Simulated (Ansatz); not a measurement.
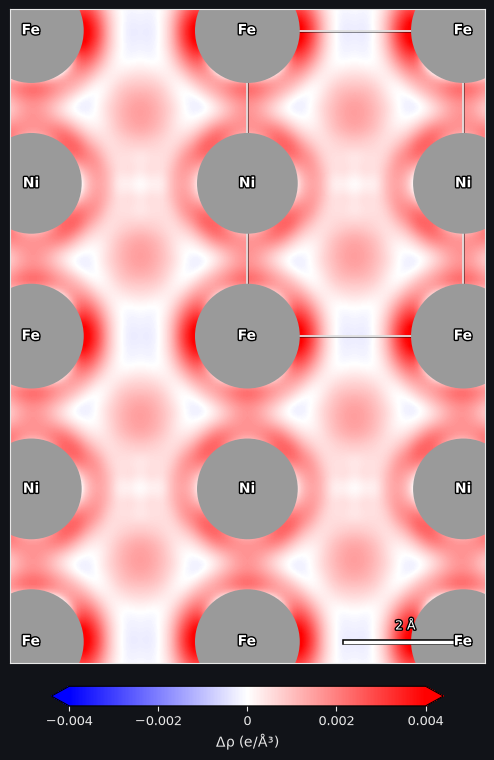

FeNi3: difference of two self-consistent densities at the same geometry, ρ(PBEsol) − ρ(PBE), on the (110) plane of the conventional cell. Grey discs cover the cores, where the PAW densities can't be compared. Cores are masked to 0.9 Å (Fe) and 0.8 Å (Ni).

Space group Pm-3m; spin-polarised.

Both runs: Ansatz, scalar-relativistic, plane waves and PAW, same cutoff, k-points and PAW files (made with PBE).

How does the change of level move the electrons?

Against PBE, and outside the masked cores, the largest gain lies at the edge of the masked core of Fe, and the largest loss, 0.0003 e/Å³, lies 1.8 Å from an iron nucleus and 1.8 Å from a nickel one. Bader charges are Fe +0.41 and Ni −0.14 e with PBE and Fe +0.41 and Ni −0.14 e with PBEsol. Among metals such charges hang on how the charge between the atoms is shared out. At this volume the pressure is 0 GPa with PBE and −10 GPa with PBEsol. The integrated |spin density| goes from 5.3 to 5.2 μB in the cell of the calculation.
